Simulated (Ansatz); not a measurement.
Ru (Fd-3m, No. 227): the end point of a relaxation with DFT, revPBE, plane waves (420 eV) with PAW, scalar-relativistic in Ansatz 0.2.0; the starting structure was generated, so it need not be a known form of this composition.

```cif
data_structure
_symmetry_space_group_name_H-M 'Fd-3m:1'
_symmetry_Int_Tables_number 227
_cell_length_a 5.4783
_cell_length_b 5.4783
_cell_length_c 5.4783
_cell_angle_alpha 90.000
_cell_angle_beta 90.000
_cell_angle_gamma 90.000
_cell_volume 164.41
loop_
_atom_site_label
_atom_site_type_symbol
_atom_site_symmetry_multiplicity
_atom_site_Wyckoff_symbol
_atom_site_fract_x
_atom_site_fract_y
_atom_site_fract_z
_atom_site_occupancy
Ru1 Ru 8 b 0.25000 0.25000 0.75000 1
```

> What will a map of the projected electrostatic potential along [001] show? Computed as the sum of neutral-atom potentials (tabulated electron scattering factors, B = 0.5 Å²) projected along the beam and smoothed by 0.25 Å; brighter is more positive. The display is stretched by a gamma of 0.7; percentages refer to the linear signal.

The columns repeat on a square net with a repeat of 1.94 Å (plane group p4mm). All columns are alike (Ru). The shortest distance between visible columns is 1.94 Å in projection. Along the beam the structure repeats every 5.48 Å.

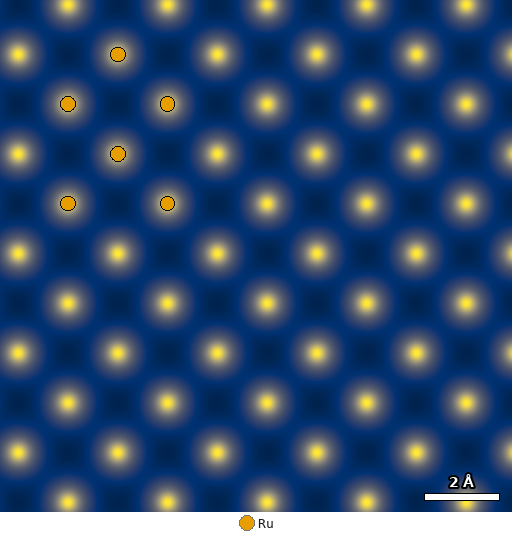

The simulated image, with the columns of the model marked in one corner.

> What mean inner potential do neutral atoms give for this crystal?

About 22 V (the sum of the forward scattering factors over the cell volume; bonding usually lowers the true value).
